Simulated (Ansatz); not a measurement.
# KI (Fm-3m): converging the G0W0 gap, part 2 of 2

Aim: see how the G0W0 gap of KI (Fm-3m) on PBE moves with empty bands and screening cutoff, and what each rung costs.

Ansatz 0.2.0; G0W0 on PBE, plane waves, PAW. Known limits of the many-body steps: not at the basis limit; no spin-orbit coupling.

So far. Step 4 (566 empty bands, screening to 200 eV): Against the run with 4×4×4 mesh, 263 empty bands, screening to 120 eV, the gap moves by +0.07 eV.

### 5. Changing the frequency model: 4×4×4 mesh, 263 empty bands, screening to 120 eV, plasmon pole

A plasmon pole stands in for the full frequency dependence of the screening; this run shows what that costs in accuracy. Bands and cutoff differ from the step before, so it is read against an earlier run that matches them.

Contents of input.yaml:

```yaml
crystal:
  lattice:
    - [0.0, 3.532775, 3.532775]
    - [3.532775, 0.0, 3.532775]
    - [3.532775, 3.532775, 0.0]
  atoms:
    - { symbol: K, position: [0.0, 0.0, 0.0] }
    - { symbol: I, position: [0.5, 0.5, 0.5] }
kpoints:
  mp_grid: { grid: [4, 4, 4] }
hamiltonian:
  xc: pbe
scf:
  occupations: { method: fixed }
gw:
  n_empty_bands: 263
  ecut_chi: 120
  qp_bands: [v2, c2]
  qp_kpoints: band_edges
  screening: { model: godby_needs }
```

The run is started by

```
$ ansatz run input.yaml --threads 3 --pin off --max-ram 92160MiB --backend cuda --events-out ev --progress --plain --runs-dir out --devices 1 --max-vram 13GiB
```

Numbers of over 12 decimals in the logs are rounded to 6 here.

The program printed:

```text
GPUs: using 1 of 1 available (devices: 1).
[...]
GPU FFT provider: cuFFT
GPU libraries: cuBLAS 13.8.2, cuFFT 12.4.0, cuSOLVER 12.3.4
Crystal: 2 atoms, lattice volume = 88.182 Å³
Basis set: ecut = 420 eV, 1759 PW (Γ)
Bands: 17, of which v1, the nominal top of the filled ones, is band 13 counted from 1 (12 counted from 0)
Symmetry: 48 space group operations
[...]
k-points: 8 of 64
[...]
1    15      8.8465    -4.3116    -3.2980    -8.4588  0.8457     9.7011     9.6957  root
[...]
7    12      1.5417   -16.3903     1.6851   -12.9402  0.8149    -0.2474    -0.2233  root
     7    13      1.6690   -16.4223     1.6220   -13.0755  0.8147    -0.0785    -0.0558  root
     7    14      8.7387    -4.0658    -3.2424    -8.1132  0.8466     9.5483     9.5437  root
     7    15      8.7387    -4.0658    -3.2424    -8.1132  0.8466     9.5483     9.5437  root
[key lines of the parts left out:]
SCF converged after 6 iterations
Free energy (F): -9053.689078 eV
Fermi energy:    2.267639 eV
```

Run time: 14 s. Hardware: 1 × NVIDIA H100 80GB HBM3 (shared by 6 runs) with 3 threads of AMD EPYC 7R13 (Zen 3), shared host; peak memory 1.4 GiB.

Numbers from this step:

```
bands summed                                 : 276
plasmon-pole fit frequency                   : 20.16 eV
RPA ε∞ on this mesh (eigenvalues)            : 2.640, 2.640, 2.640
plane waves in the screening matrix          : 259
G0W0 gap on the mesh                         : 6.093 eV
k of the valence top                         : 0, 0, 0
k of the conduction bottom                   : 0, 0, 0
starting gap on the mesh                     : 3.967 eV
least direct G0W0 gap on the computed points : 6.093 eV
```

Against the run with 4×4×4 mesh, 263 empty bands, screening to 120 eV, the gap moves by +0.013 eV.

### 6. Changing the files: 4×4×4 mesh, 263 empty bands, screening to 120 eV, hard PAW files

Other atomic data (hard PAW) test the pseudisation: the cutoff goes from 420 to 520 eV, with the same valence electrons.

input.yaml: that of step 5 with these lines changed.

```diff
@@ -12,2 +12,3 @@
   xc: pbe
+  pseudopotentials: { kind: paw, source: ansatz }
 scf:
@@ -19,2 +20,2 @@
   qp_kpoints: band_edges
-  screening: { model: godby_needs }
+  screening: { model: contour_deformation }
```

The program printed:

```text
GPUs: using 1 of 1 available (devices: 1).
[...]
GPU FFT provider: cuFFT
GPU libraries: cuBLAS 13.8.2, cuFFT 12.4.0, cuSOLVER 12.3.4
Crystal: 2 atoms, lattice volume = 88.182 Å³
Basis set: ecut = 520 eV, 2421 PW (Γ)
Bands: 17, of which v1, the nominal top of the filled ones, is band 13 counted from 1 (12 counted from 0)
Symmetry: 48 space group operations
[...]
k-points: 8 of 64
[...]
1    15      8.8518    -4.3139    -3.3503    -8.4599  0.8301     9.6558     9.6474  root
[...]
7    12      1.5470   -16.3804     1.7087   -12.9296  0.7953    -0.2476    -0.1950  root
     7    13      1.6746   -16.4146     1.6372   -13.0675  0.7958    -0.0846    -0.0353  root
     7    14      8.7439    -4.0677    -3.2891    -8.1139  0.8311     9.5085     9.5010  root
     7    15      8.7439    -4.0677    -3.2891    -8.1139  0.8311     9.5085     9.5010  root
[key lines of the parts left out:]
SCF converged after 7 iterations
Free energy (F): -9056.119964 eV
Fermi energy:    2.273487 eV
```

Elapsed: 9.7 s, on 1 × NVIDIA H100 80GB HBM3 (shared by 6 runs) with 3 threads; peak memory 1.2 GiB.

This step gave:

```
bands summed                                 : 276
RPA ε∞ on this mesh (eigenvalues)            : 2.640, 2.640, 2.640
plane waves in the screening matrix          : 259
G0W0 gap on the mesh                         : 6.083 eV
k of the valence top                         : 0, 0, 0
k of the conduction bottom                   : 0, 0, 0
starting gap on the mesh                     : 3.965 eV
least direct G0W0 gap on the computed points : 6.083 eV
```

Against the run with 4×4×4 mesh, 263 empty bands, screening to 120 eV, the gap moves by +0.003 eV.

### 7. Side by side

Times are wall times on 1 × NVIDIA H100 80GB HBM3 (shared by 6 runs) with 3 threads of AMD EPYC 7R13 (Zen 3), shared host, good to a factor of about two.

| mesh | files | frequency | bands summed | cutoff (eV) | start (eV) | G0W0 (eV) | time | host memory (GiB) |
| --- | --- | --- | --- | --- | --- | --- | --- | --- |
| 4×4×4 | default PAW | contour deformation | 106 | 60 | 3.967 | 5.852 | 10 s | 1.0 |
| 4×4×4 | default PAW | contour deformation | 276 | 120 | 3.967 | 6.080 | 9.9 s | 1.2 |
| 4×4×4 | default PAW | contour deformation | 579 | 200 | 3.967 | 6.147 | 26 s | 1.6 |
| 4×4×4 | default PAW | plasmon pole | 276 | 120 | 3.967 | 6.093 | 14 s | 1.4 |
| 4×4×4 | hard PAW | contour deformation | 276 | 120 | 3.965 | 6.083 | 9.7 s | 1.2 |

The parts of the quasiparticle energy at the two band edges (eV; QP = start + Σx + Σc − Vxc):

| run | edge | start | Σx | Σc | Vxc | Z | QP |
| --- | --- | --- | --- | --- | --- | --- | --- |
| 106 bands | valence top | 2.27 | -17.32 | 1.85 | -14.18 | 0.80 | 0.98 |
| 106 bands | conduction bottom | 6.23 | -4.32 | -2.94 | -7.86 | 0.85 | 6.83 |
| 276 bands | valence top | 2.27 | -17.32 | 1.50 | -14.18 | 0.80 | 0.63 |
| 276 bands | conduction bottom | 6.23 | -4.32 | -3.06 | -7.86 | 0.85 | 6.71 |
| 579 bands | valence top | 2.27 | -17.32 | 1.36 | -14.18 | 0.80 | 0.48 |
| 579 bands | conduction bottom | 6.23 | -4.32 | -3.14 | -7.86 | 0.85 | 6.63 |

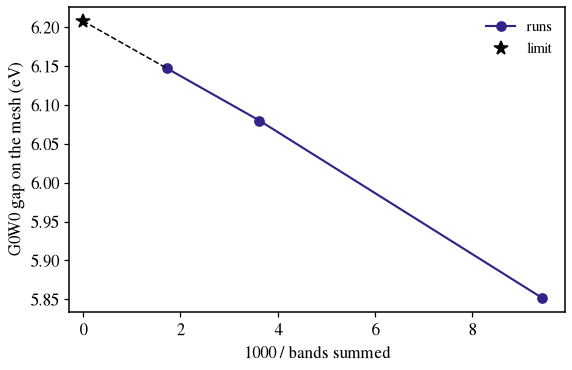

The gap against one over the number of bands; the dashed line carries the two highest rungs to the limit.

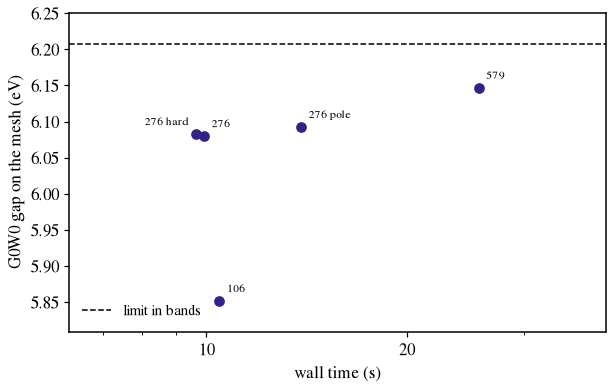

Result against wall time.

### 8. What came out

| Property | Result |
| --- | --- |
| 106 bands, 60 eV | 5.852 eV |
| 276 bands, 120 eV | 6.080 eV |
| 579 bands, 200 eV | 6.147 eV |
| estimated limit in bands and cutoff | 6.21 eV |
| mesh and start | 4×4×4, PBE |

In words: A line in one over the bands through the two highest rungs gives 6.21 eV, +0.06 eV from the top rung; the pair below gives 6.22 eV, in fair agreement. The rungs stand 0.36 eV (106 bands), 0.13 eV (276 bands) and 0.06 eV (579 bands) from it. From 106 to 579 bands the gap moves by +0.30 eV while the time grows 2.5-fold. Σc changes by −0.49 eV at the valence top and −0.20 eV at the conduction bottom, so the valence edge carries most of the change. The plasmon-pole model gives +0.01 eV against contour deformation, 1 % of the correction, and saved no time in this program. Hard PAW files move the gap by +0.003 eV at equal bands and cutoff, −0.002 eV of it in the start. The cheapest rung within 0.1 eV of this estimate is that with 579 bands (26 s). The many-body steps are scalar-relativistic: spin-orbit coupling is not in them.

[Paths, hosts, dates, memory and timing lines, banners, echoed tables and standing remarks are left out of the program output.]

[Logs are printed without paths, hosts, clocks, repeated set-up lines and the standing remarks that a program may print on its own settings, such as how far it seeks lower states.]

[Runs of the session that timed out or met a known fault of the program may be left out.]

[Cells called generated may have been cut or substituted from an entry of the Crystallography Open Database or the Materials Project.]

[Hosts, paths, dates, database ids (printed as entryN), source tags and the programs' standing remarks are cut or masked in the printed files.]
